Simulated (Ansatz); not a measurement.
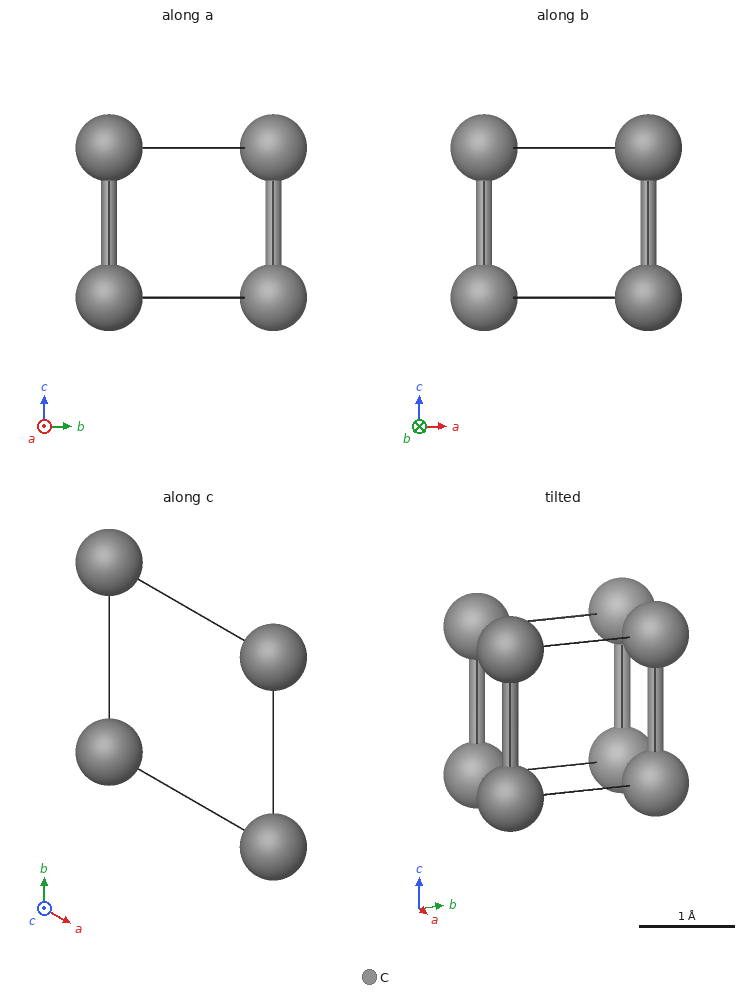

We look at a ball-and-stick model of the crystal along the a axis, along the b axis, along the c axis and slightly off an axis. Thin lines show the conventional unit cell, with boundary atoms drawn in all their periodic places.

Lattice parameters: a = 2.0012 Å, b = 2.0012 Å, c = 1.5788 Å, α = 90.000°, β = 90.000°, γ = 120.000°.

From the views, write a CIF with its space group and independent sites.

Answer.
```cif
data_structure
_symmetry_space_group_name_H-M 'P 6/m m m'
_symmetry_Int_Tables_number 191
_cell_length_a 2.0012
_cell_length_b 2.0012
_cell_length_c 1.5788
_cell_angle_alpha 90.000
_cell_angle_beta 90.000
_cell_angle_gamma 120.000
_cell_volume 5.48
loop_
_atom_site_label
_atom_site_type_symbol
_atom_site_symmetry_multiplicity
_atom_site_Wyckoff_symbol
_atom_site_fract_x
_atom_site_fract_y
_atom_site_fract_z
_atom_site_occupancy
C1 C 1 a 0.0000 0.0000 0.0000 1
```

The starting point was a textbook structure type filled with this element (whether it is the usual form wasn't checked). What is shown is the relaxed result from DFT PBEsol, scalar-relativistic, plane waves, PAW in Ansatz 0.2.0.
